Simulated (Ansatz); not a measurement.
Input file:

```
crystal:
  lattice:
    - [3.1554835688, 0.0, 0.0]
    - [-1.5777417844, 2.7327289318, 0.0]
    - [0.0, 0.0, 68.7295161228]
  atoms:
    - { symbol: S, position: [0.3333333333, 0.6666666667, 0.344457001] }
    - { symbol: W, position: [0.6666666667, 0.3333333333, 0.3674006986] }
    - { symbol: S, position: [0.3333333333, 0.6666666667, 0.3903165844] }
    - { symbol: S, position: [0.6666666667, 0.3333333333, 0.4329202829] }
    - { symbol: W, position: [0.3333333333, 0.6666666667, 0.4558262679] }
    - { symbol: S, position: [0.6666666667, 0.3333333333, 0.4787316808] }
    - { symbol: S, position: [0.3333333333, 0.6666666667, 0.5212683192] }
    - { symbol: W, position: [0.6666666667, 0.3333333333, 0.5441737321] }
    - { symbol: S, position: [0.3333333333, 0.6666666667, 0.5670797171] }
    - { symbol: S, position: [0.6666666667, 0.3333333333, 0.6096834156] }
    - { symbol: W, position: [0.3333333333, 0.6666666667, 0.6325993014] }
    - { symbol: S, position: [0.6666666667, 0.3333333333, 0.655542999] }
  periodic: [true, true, false]
basis:
  ecutwfc: 500
kpoints:
  mp_grid: { grid: [12, 12, 1] }
  band_path:
    path:
      - [0.0, 0.0, 0.0]
      - [0.05, 0.0, 0.0]
      - [0.1, 0.0, 0.0]
      - [0.15, 0.0, 0.0]
      - [0.2, 0.0, 0.0]
      - [0.25, 0.0, 0.0]
      - [0.3, 0.0, 0.0]
      - [0.35, 0.0, 0.0]
      - [0.4, 0.0, 0.0]
      - [0.45, 0.0, 0.0]
      - [0.5, 0.0, 0.0]
      - [0.4833333333, 0.0333333333, 0.0]
      - [0.4666666667, 0.0666666667, 0.0]
      - [0.45, 0.1, 0.0]
      - [0.4333333333, 0.1333333333, 0.0]
      - [0.4166666667, 0.1666666667, 0.0]
      - [0.4, 0.2, 0.0]
      - [0.3833333333, 0.2333333333, 0.0]
      - [0.3666666667, 0.2666666667, 0.0]
      - [0.35, 0.3, 0.0]
      - [0.3333333333, 0.3333333333, 0.0]
      - [0.3, 0.3, 0.0]
      - [0.2666666667, 0.2666666667, 0.0]
      - [0.2333333333, 0.2333333333, 0.0]
      - [0.2, 0.2, 0.0]
      - [0.1666666667, 0.1666666667, 0.0]
      - [0.1333333333, 0.1333333333, 0.0]
      - [0.1, 0.1, 0.0]
      - [0.0666666667, 0.0666666667, 0.0]
      - [0.0333333333, 0.0333333333, 0.0]
      - [0.174479, 0.174479, 0.0]
    npoints: 1
hamiltonian:
  xc: r2scan
scf:
  occupations: { method: gaussian, width: 0.02 }
  n_extra_bands: 6
output:
  forces: true
  stress: true
  eigenvalues: true
  write_density: true
  write_potential: true
  elf: true
  volumetric_format: npy
```

Run with:

```sh
ansatz run input.yaml --threads 4 --pin off --max-ram 10240MiB --backend cpu --events-out ev --progress --plain --runs-dir out
```

Theory: DFT r2SCAN, scalar-relativistic, plane waves, PAW in Ansatz.

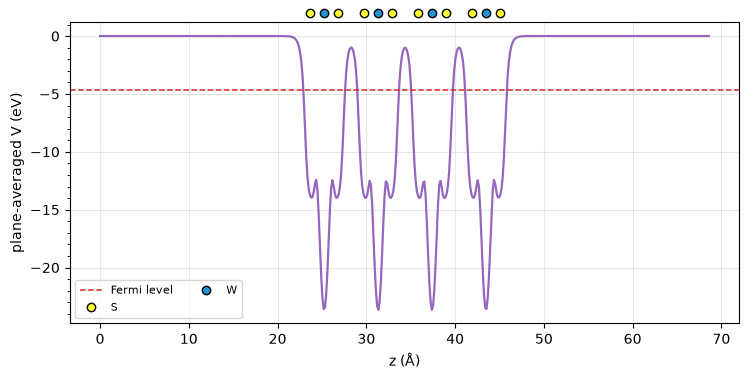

WS2 (slab). Plane average of the electrostatic potential (local pseudopotential plus Hartree) felt by an electron across the slab. Circles mark the heights of the atoms.

> How far above the Fermi level of the calculation is the vacuum level?

4.7 eV. The slab has a gap, so the Fermi level lies inside it and this isn't a work function in the metallic sense.

> What are the slab's thickness and the vacuum gap?

The outermost nuclei are 21.4 Å apart, in 12 atomic planes; the vacuum between periodic images is 47.3 Å wide.
